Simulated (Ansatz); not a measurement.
Single-point calculation of LiNbO$_{3}$

LiNbO$_{3}$ (R-3c, 40 atoms in the cell), computed with DFT PBE, scalar-relativistic, plane waves, PAW, no spin polarisation (Ansatz 0.2.0).

The structure derives from a Materials Project entry. It belongs to a series of runs on one base structure; here: the perfect crystal in a cell of 40 atoms.

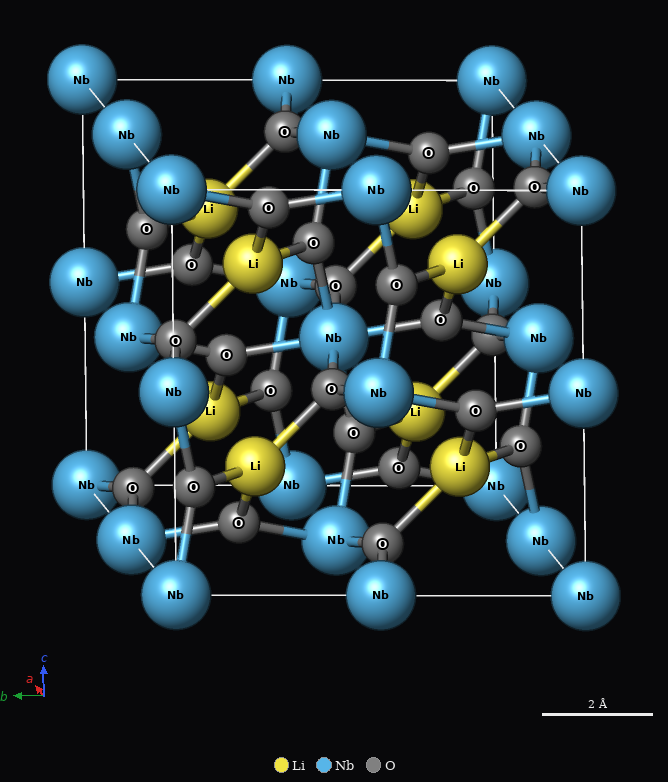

**Figure 1.** The structure as given in the input (ball-and-stick view of the cell of the calculation, seen at an oblique angle). An atom can appear more than once, as a periodic image.

## Summary

- outcome: converged
- space group (tolerance 0.01 Å): R-3c (167)
- electrons treated: 272
- free energy: −51716.8789 eV
- Fermi energy: 8.657 eV
- gap on the k-point mesh: 3.14 eV
- pressure: −0.05 GPa
- largest force (length of the vector): 0.008 eV/Å
- hardware: 4 threads of Intel Xeon (Granite Rapids), 32 GiB of memory available, shared host
- wall time: 2.5 s (CPU time 9 s)
- peak memory: 1.2 GiB

## The input
```yaml
crystal:
  lattice:
    - [-5.2230013853, -3.0155012558, 4.5982845429]
    - [5.2230013853, -3.0155012558, 4.5982845429]
    - [0.0, 6.0310025116, 4.5982845429]
  atoms:
    - { symbol: Li, position: [0.25, 0.25, 0.25] }
    - { symbol: Li, position: [0.75, 0.75, 0.25] }
    - { symbol: Li, position: [0.75, 0.25, 0.75] }
    - { symbol: Li, position: [0.25, 0.75, 0.75] }
    - { symbol: Li, position: [0.75, 0.75, 0.75] }
    - { symbol: Li, position: [0.25, 0.25, 0.75] }
    - { symbol: Li, position: [0.25, 0.75, 0.25] }
    - { symbol: Li, position: [0.75, 0.25, 0.25] }
    - { symbol: Nb, position: [0.5, 0.5, 0.5] }
    - { symbol: Nb, position: [0.0, 0.0, 0.5] }
    - { symbol: Nb, position: [0.0, 0.5, 0.0] }
    - { symbol: Nb, position: [0.5, 0.0, 0.0] }
    - { symbol: Nb, position: [0.0, 0.5, 0.5] }
    - { symbol: Nb, position: [0.5, 0.0, 0.5] }
    - { symbol: Nb, position: [0.5, 0.5, 0.0] }
    - { symbol: Nb, position: [0.0, 0.0, 0.0] }
    - { symbol: O, position: [0.5598147884, 0.4401852116, 0.25] }
    - { symbol: O, position: [0.0598147884, 0.9401852116, 0.25] }
    - { symbol: O, position: [0.0598147884, 0.4401852116, 0.75] }
    - { symbol: O, position: [0.5598147884, 0.9401852116, 0.75] }
    - { symbol: O, position: [0.4401852116, 0.25, 0.5598147884] }
    - { symbol: O, position: [0.9401852116, 0.75, 0.5598147884] }
    - { symbol: O, position: [0.9401852116, 0.25, 0.0598147884] }
    - { symbol: O, position: [0.4401852116, 0.75, 0.0598147884] }
    - { symbol: O, position: [0.4401852116, 0.5598147884, 0.75] }
    - { symbol: O, position: [0.9401852116, 0.0598147884, 0.75] }
    - { symbol: O, position: [0.9401852116, 0.5598147884, 0.25] }
    - { symbol: O, position: [0.4401852116, 0.0598147884, 0.25] }
    - { symbol: O, position: [0.75, 0.4401852116, 0.5598147884] }
    - { symbol: O, position: [0.25, 0.9401852116, 0.5598147884] }
    - { symbol: O, position: [0.25, 0.4401852116, 0.0598147884] }
    - { symbol: O, position: [0.75, 0.9401852116, 0.0598147884] }
    - { symbol: O, position: [0.5598147884, 0.75, 0.4401852116] }
    - { symbol: O, position: [0.0598147884, 0.25, 0.4401852116] }
    - { symbol: O, position: [0.0598147884, 0.75, 0.9401852116] }
    - { symbol: O, position: [0.5598147884, 0.25, 0.9401852116] }
    - { symbol: O, position: [0.25, 0.5598147884, 0.4401852116] }
    - { symbol: O, position: [0.75, 0.0598147884, 0.4401852116] }
    - { symbol: O, position: [0.75, 0.5598147884, 0.9401852116] }
    - { symbol: O, position: [0.25, 0.0598147884, 0.9401852116] }
basis:
  ecutwfc: 420
  xc_grid: 2
kpoints:
  mp_grid: { grid: [2, 2, 2], shift: [0.5, 0.5, 0.5] }
hamiltonian:
  xc: pbe
scf:
  occupations: { method: gaussian, width: 0.01 }
output:
  forces: true
  stress: true
  eigenvalues: true
  write_density: true
  write_potential: true
  elf: true
  volumetric_format: npy
```

Run as:
```bash
ansatz run input.yaml --threads 4 --pin off --max-ram 10240MiB --backend cpu --events-out ev --progress --plain --runs-dir out
```

## What the program printed
```
Engine: ansatz 0.2.0, x86_64-unknown-linux-gnu
Pseudopotentials: kind: paw
Pseudopotential: Li, paw, valence charge 3, recommended cutoff 420 eV (normal), Li.paw.azcp
Pseudopotential: Nb, paw, valence charge 13, recommended cutoff 420 eV (normal), Nb.paw.azcp
Pseudopotential: O, paw, valence charge 6, recommended cutoff 420 eV (normal), O.paw.azcp
Functional definition: PBE
  parameter kappa = 0.804
  parameter beta = 0.06672455060314922
  exchange = pbe_x(kappa = kappa, mu = beta*pi^2/3)
  correlation = pbe_c(beta = beta)
Crystal: 40 atoms, lattice volume = 434.537 Å³
Basis set: ecut = 420 eV, 8523 PW (Γ), exchange–correlation on 108×108×108 points (8 copies of the dense FFT grid, shifted against one another)
Bands: 176, of which v1, the nominal top of the filled ones, is band 136 counted from 1 (135 counted from 0)
Symmetry: 48 space group operations
Space group: R-3c (ITA 167), of the structure as read, at distance tolerance 7.6e-5 Å
k-points: 2 of 8
Non-local potential: Li, projectors of the file, l = 0: 3, l = 1: 2, l = 2: 1
Non-local potential: Nb, projectors of the file, l = 0: 3, l = 1: 2, l = 2: 2, l = 3: 1
Non-local potential: O, projectors of the file, l = 0: 2, l = 1: 2, l = 2: 1
PAW form: soft (Blöchl's): semilocal exchange-correlation on the pseudo side does not see the compensation charge
PAW one-centre angular grid: Li, 110 points (default); XC on 64 Gauss nodes
PAW one-centre angular grid: Nb, 590 points (default); XC on 64 Gauss nodes
PAW one-centre angular grid: O, 110 points (default); XC on 64 Gauss nodes
Initial density: superposition of atomic densities (neutral atoms: chi_scale 0, normalization atom), corrected by the library's trained network
Initial wavefunctions: pseudopotential atomic-orbital guess
Functional: x = pbe(κ = 0.804, μ = 0.2195149727645171), c = pbe(β = 0.06672455060314922)
SCF iter   1: F=—  HF=-51716.874781 eV  |F-HF|=—  |Δ(HF+E_count)|=         —  Δρ=1.41e-3  dr2=3.93e-3  ethr=1.77e-3  ⟨swp⟩=6.0  Hψ=1396  notcnv=0  defer=27
preconditioner: auto → Resta (q_TF=auto, 2.523 Å⁻¹)  ε∞=5.7  [insulator: Δε(μ)=3.136 eV  Ē_g=11.421 eV  σ=0.010 eV  W_gap=1.00  n_scr=110 (ndim 8)  ℏωp=24.7 eV  f_vac=0.012  D(μ)=0.00/eV (n_scr^D=0)  ε∞_Penn≈5.7]
SCF iter   2: F=—  HF=-51716.878308 eV  |F-HF|=—  |Δ(HF+E_count)|=   3.53e-3  Δρ=7.54e-4  dr2=1.13e-3  ethr=1.44e-6  ⟨swp⟩=2.0  Hψ=553  notcnv=0  defer=64
SCF iter   3: F=—  HF=-51716.879766 eV  |F-HF|=—  |Δ(HF+E_count)|=   1.46e-3  Δρ=3.71e-4  dr2=3.71e-4  ethr=4.14e-7  ⟨swp⟩=2.0  Hψ=425  notcnv=0  defer=64
SCF iter   4: F=—  HF=-51716.880179 eV  |F-HF|=—  |Δ(HF+E_count)|=   4.13e-4  Δρ=6.13e-5  dr2=1.79e-5  ethr=1.36e-7  ⟨swp⟩=2.0  Hψ=476  notcnv=0  defer=64
SCF iter   5: F=—  HF=-51716.878854 eV  |F-HF|=—  |Δ(HF+E_count)|=   1.32e-3  Δρ=1.89e-5  dr2=2.02e-6  ethr=6.57e-9  ⟨swp⟩=2.0  Hψ=508  notcnv=0  defer=64
SCF iter   6: F=—  HF=-51716.878855 eV  |F-HF|=—  |Δ(HF+E_count)|=   2.48e-7  Δρ=8.31e-6  dr2=3.55e-7  ethr=7.42e-10  ⟨swp⟩=2.0  Hψ=350  notcnv=0  defer=64
SCF iter   7: F=-51716.878855 eV  HF=-51716.878855 eV  |F-HF|=7.81e-9  |Δ(HF+E_count)|=   1.20e-7  Δρ=9.98e-7  dr2=3.10e-9  ethr=3.68e-11  ⟨swp⟩=14.5  Hψ=2434  notcnv=0
SCF 1 converged in 7 iterations: F = -51716.878855 eV  dr2 = 3.10e-9
  greatest PAW one-centre occupation: 1.000 electrons in one spin orbital (limit 2), on the Li atom at site 7 (counted from 0), in its partial waves of l = 0
SCF converged after 7 iterations
Free energy (F): -51716.878855 eV
Harris-Foulkes:  -51716.878855 eV  (|F-HF|=7.81e-9)
Internal energy: -51716.878855 eV  (E = F + TS)
E sigma→0 (E₀):  -51716.878855 eV
Fermi energy:    8.656942 eV
--- Per-component energies (eV) ---
  E_band       = -2157.922222
  E_kinetic    = 7529.512584
  E_local      = -17327.731382  (includes V_loc(G=0)·N_el)
  E_nonlocal   = 1793.373847
  E_hartree    = 5863.704474
  E_xc         = -3268.145192
  E_vxc        = -4081.730836  (∫ρ·V_xc dr)
  E_paw        = -28532.792840  (= ΣΔE_a)
  E_vpaw       = -1798.812878  (= ΣTr[D̂ρ^β])
  E_aug_tail   = 0.058160  (compensation charges beyond the density's cutoff)
  E_ewald      = -17774.858505
  E_smearing   = -0.000000  (= −TS)
  E_closure    = 0.000000  (closes the sum)
  Σ components = -51716.878855   (vs F -51716.878855, Δ=0.00e0)
--- Forces (eV/Å), atoms counted from 1 ---
  atom   1  Li     0.00000000    -0.00000000     0.00000000
  atom   2  Li     0.00000000     0.00000000     0.00000000
  atom   3  Li     0.00000000    -0.00000000     0.00000000
  atom   4  Li     0.00000000    -0.00000000    -0.00000000
  atom   5  Li    -0.00000000     0.00000000     0.00000000
  atom   6  Li    -0.00000000     0.00000000     0.00000000
  atom   7  Li    -0.00000000     0.00000000     0.00000000
  atom   8  Li    -0.00000000    -0.00000000     0.00000000
  atom   9  Nb     0.00000000     0.00000000    -0.00000000
  atom  10  Nb    -0.00000000     0.00000000    -0.00000000
  atom  11  Nb     0.00000000    -0.00000000    -0.00000000
  atom  12  Nb     0.00000000     0.00000000    -0.00000000
  atom  13  Nb     0.00000000    -0.00000000    -0.00000000
  atom  14  Nb     0.00000000    -0.00000000    -0.00000000
  atom  15  Nb     0.00000000     0.00000000    -0.00000000
  atom  16  Nb    -0.00000000     0.00000000    -0.00000000
  atom  17  O      0.00822916    -0.00000000    -0.00000000
  atom  18  O      0.00822916    -0.00000000    -0.00000000
  atom  19  O      0.00822916    -0.00000000    -0.00000000
  atom  20  O      0.00822916    -0.00000000     0.00000000
  atom  21  O     -0.00411458    -0.00712666     0.00000000
  atom  22  O     -0.00411458    -0.00712666     0.00000000
  atom  23  O     -0.00411458    -0.00712666     0.00000000
  atom  24  O     -0.00411458    -0.00712666     0.00000000
  atom  25  O     -0.00822916     0.00000000    -0.00000000
  atom  26  O     -0.00822916     0.00000000     0.00000000
  atom  27  O     -0.00822916     0.00000000    -0.00000000
  atom  28  O     -0.00822916     0.00000000    -0.00000000
  atom  29  O      0.00411458    -0.00712666     0.00000000
  atom  30  O      0.00411458    -0.00712666     0.00000000
  atom  31  O      0.00411458    -0.00712666     0.00000000
  atom  32  O      0.00411458    -0.00712666     0.00000000
  atom  33  O      0.00411458     0.00712666    -0.00000000
  atom  34  O      0.00411458     0.00712666    -0.00000000
  atom  35  O      0.00411458     0.00712666    -0.00000000
  atom  36  O      0.00411458     0.00712666    -0.00000000
  atom  37  O     -0.00411458     0.00712666    -0.00000000
  atom  38  O     -0.00411458     0.00712666    -0.00000000
  atom  39  O     -0.00411458     0.00712666    -0.00000000
  atom  40  O     -0.00411458     0.00712666    -0.00000000
  max |Σ_I F_I| component: 1.30e-17 eV/Å
--- Stress (GPa, compression-positive) ---
       -0.050886      -0.000000      -0.000000
       -0.000000      -0.050886       0.000000
       -0.000000       0.000000      -0.036129
  P = ⅓ Tr σ = -0.0460 GPa (-0.460 kbar)
--- Band table (eV) ---
  k-point 0: bands = ["-47.3082", "-47.3049", "-47.3049", "-47.3049", "-47.3017", "-47.3017", "-47.3017", "-47.2985", "-35.7492", "-35.7488", "-35.7488", "-35.7488", "-35.7483", "-35.7483", "-35.7483", "-35.7479", "-23.5230", "-23.5230", "-23.5230", "-23.5210", "-23.5210", "-23.5210", "-23.5152", "-23.5152", "-23.5088", "-23.5088", "-23.5088", "-23.4942", "-23.4027", "-23.4027", "-23.3977", "-23.3977", "-23.3977", "-23.3792", "-23.3792", "-23.3792", "-23.3723", "-23.3723", "-23.3723", "-23.3663",
      "-9.6356", "-9.4089", "-9.4089", "-9.4089", "-9.1926", "-9.1926", "-9.1926", "-9.1771", "-9.1771", "-9.1209", "-9.1209", "-9.1209", "-8.5216", "-8.5216", "-8.5216", "-8.4534", "-8.4534", "-8.4534", "-8.4368", "-8.4294", "-8.4294", "-8.4294", "-8.3411", "-8.3411", "2.6756", "2.6756", "2.6985", "2.6985", "2.6985", "2.8520", "2.8520", "2.8520", "3.0134", "3.0134", "3.0134", "3.1212", "3.2279", "3.2279", "3.2599", "3.2599",
      "3.2599", "3.9349", "4.0406", "4.0406", "4.0406", "4.2508", "4.2508", "4.2508", "4.4544", "4.4544", "4.4544", "4.4865", "4.4865", "4.4865", "4.5076", "4.5076", "4.8777", "5.0017", "5.0017", "5.0017", "5.2178", "5.2178", "5.2178", "5.5830", "5.5830", "5.5830", "5.7739", "5.7739", "5.9200", "5.9200", "5.9200", "6.0910", "6.1373", "6.2620", "6.2620", "6.2620", "6.3292", "6.3292", "6.3292", "6.4314",
      "6.4314", "6.4314", "6.5165", "6.5165", "6.5165", "6.6185", "6.6185", "6.6185", "6.7025", "6.7025", "6.7482", "6.9899", "6.9899", "6.9899", "7.0784", "7.0784", "10.3762", "10.3762", "10.3762", "10.4007", "10.4744", "10.4744", "10.9663", "10.9663", "10.9663", "11.3157", "11.3157", "11.3157", "11.3554", "11.3554", "11.3554", "11.8549", "11.8549", "11.8549", "11.9910", "11.9910", "12.2285", "12.2285", "12.2285", "12.2656",
      "14.5020", "14.5020", "14.5020", "14.6288", "14.6288", "14.8185", "15.2775", "15.2775", "15.2775", "15.5068", "15.5068", "15.5068", "16.6878", "16.6878", "16.6878", "17.2356"]
  k-point 1: bands = ["-47.3082", "-47.3049", "-47.3049", "-47.3049", "-47.3017", "-47.3017", "-47.3017", "-47.2985", "-35.7492", "-35.7488", "-35.7488", "-35.7488", "-35.7483", "-35.7483", "-35.7483", "-35.7479", "-23.5232", "-23.5232", "-23.5226", "-23.5212", "-23.5212", "-23.5207", "-23.5164", "-23.5154", "-23.5083", "-23.5081", "-23.5081", "-23.4934", "-23.4039", "-23.4030", "-23.3985", "-23.3985", "-23.3974", "-23.3791", "-23.3791", "-23.3791", "-23.3724", "-23.3718", "-23.3718", "-23.3655",
      "-9.6307", "-9.4117", "-9.4079", "-9.4079", "-9.1945", "-9.1945", "-9.1918", "-9.1880", "-9.1792", "-9.1197", "-9.1197", "-9.1125", "-8.5225", "-8.5150", "-8.5150", "-8.4734", "-8.4734", "-8.4704", "-8.4275", "-8.4162", "-8.4162", "-8.4136", "-8.3449", "-8.3427", "2.6542", "2.7023", "2.7023", "2.7459", "2.7853", "2.8250", "2.8250", "2.8486", "3.0409", "3.0409", "3.0510", "3.0522", "3.1076", "3.1650", "3.3153", "3.3159",
      "3.3159", "3.7889", "3.9257", "3.9257", "3.9820", "4.1259", "4.2066", "4.2066", "4.3622", "4.3622", "4.5515", "4.5699", "4.6291", "4.7380", "4.7840", "4.7840", "4.9754", "5.0324", "5.0324", "5.0480", "5.1677", "5.1716", "5.1716", "5.4787", "5.4895", "5.4895", "5.5577", "5.7648", "5.7648", "5.8104", "5.9203", "5.9674", "6.0576", "6.1011", "6.1011", "6.1996", "6.3636", "6.3636", "6.4177", "6.4604",
      "6.4894", "6.4894", "6.5420", "6.6586", "6.6586", "6.6932", "6.7186", "6.7545", "6.7545", "6.7709", "6.8138", "6.9626", "7.0016", "7.0016", "7.0495", "7.0855", "10.2284", "10.2284", "10.2605", "10.3377", "10.3860", "10.4842", "10.9582", "10.9582", "11.0509", "11.2859", "11.2859", "11.3847", "11.4341", "11.4341", "11.4757", "11.9115", "11.9172", "11.9172", "11.9179", "11.9248", "12.2217", "12.2217", "12.2322", "12.3066",
      "14.4800", "14.5589", "14.5589", "14.6615", "14.6676", "14.9165", "15.0551", "15.0551", "15.2237", "15.3726", "15.5333", "15.5333", "16.5822", "16.8034", "16.8034", "16.9619"]
```

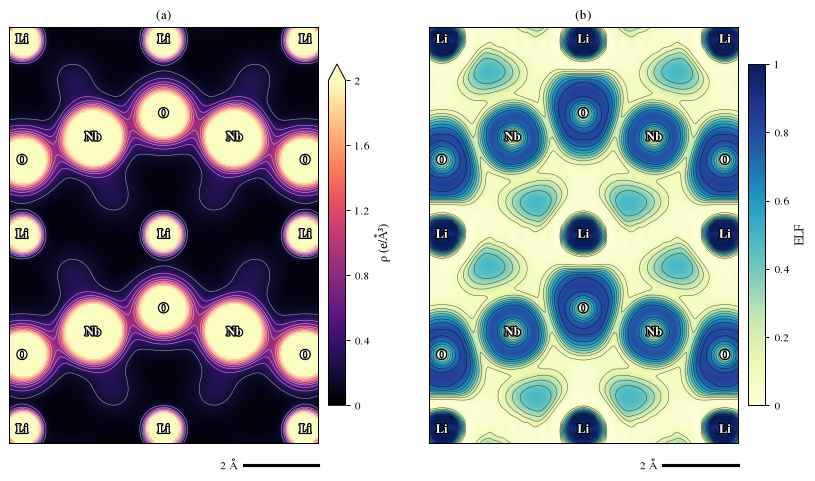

**Figure 2.** (a) valence pseudo-density; (b) ELF on the (110) plane of the calculation cell. Atoms in the plane: Li, Nb and O. Li–O (1.99 Å): ρ at the midpoint is about 0.34 e/Å³; the ELF is about 0.55 at the midpoint. Nb–O (2.00 Å): the density is about 0.87 e/Å³ at the midpoint; the ELF peaks at about 0.80 in the valence shell of O, 0.6 Å from its nucleus, and drops to about 0.25 between the two atoms. Away from the nuclei the density in this plane falls to 0.04 e/Å³ at its lowest. The strong features right at Li and Nb lie inside the PAW spheres (semicore, d or f shells) and say nothing about bonding. The fields are those of the smooth PAW valence density.

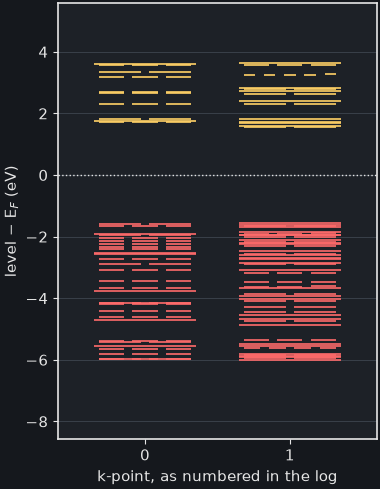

**Figure 3.** Kohn–Sham levels near the Fermi level (dotted) at the few k-points that the log prints; levels within 0.02 eV of each other stand side by side. Among these points the highest filled and lowest empty levels are 3.14 eV apart, which is the gap on the mesh.
